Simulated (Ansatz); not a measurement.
Take the following structure.

```xyz
12
Lattice="4.8321 0.0000 0.0000 0.0000 4.8321 0.0000 0.0000 0.0000 6.7131" Properties=species:S:1:pos:R:3 pbc="T T T"
Si    0.8883    0.8883    0.0000
Si    1.5277    3.3044    5.0348
Si    3.3044    1.5277    1.6783
Si    3.9438    3.9438    3.3565
O     3.0764    3.5404    4.6568
O     1.7557    1.2918    1.3003
O     3.5404    3.0764    2.0562
O     1.1243    4.1717    6.3351
O     1.2918    1.7557    5.4128
O     0.6604    3.7078    3.7345
O     4.1717    1.1243    0.3780
O     3.7078    0.6604    2.9786
```

Question: Before looking at a picture, describe the arrangement of atoms.

Answer: Chemical formula SiO2. The symmetry is that of P4_32_12 (No. 96), on a primitive tetragonal lattice. Counting shared atoms by their share gives 4 Si, 8 O, or 12 atoms. The polyhedra are SiO4 tetrahedra; they share corners. The neighbours of Si are four O in a tetrahedral arrangement at 1.61 Å. O bonds to two Si in a bent arrangement at 1.61 Å. The bonds build a three-dimensional framework.

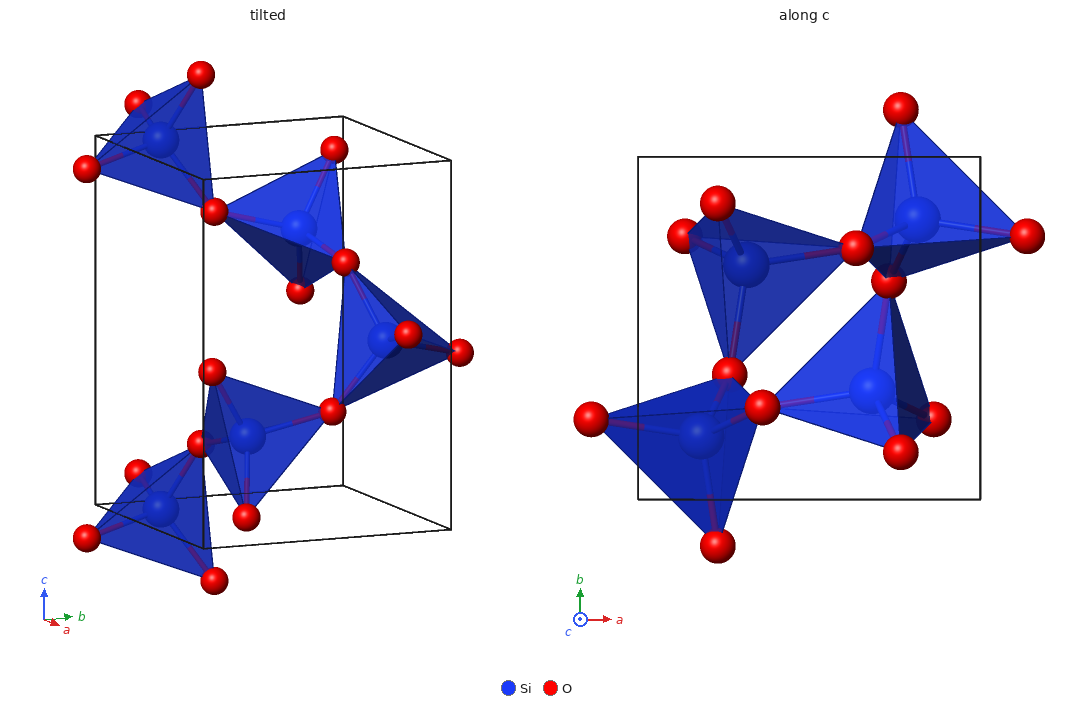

Crystal structure, polyhedral style, seen slightly off an axis and along the c axis. One conventional unit cell is framed, with atoms on its boundary repeated. Some atoms of the next cells are drawn as well.

Provenance: a structure listed in the Materials Project. The cell was then strained or its atoms displaced on purpose. The atoms were relaxed in a fixed cell with DFT r2SCAN, scalar-relativistic, plane waves, PAW (Ansatz).
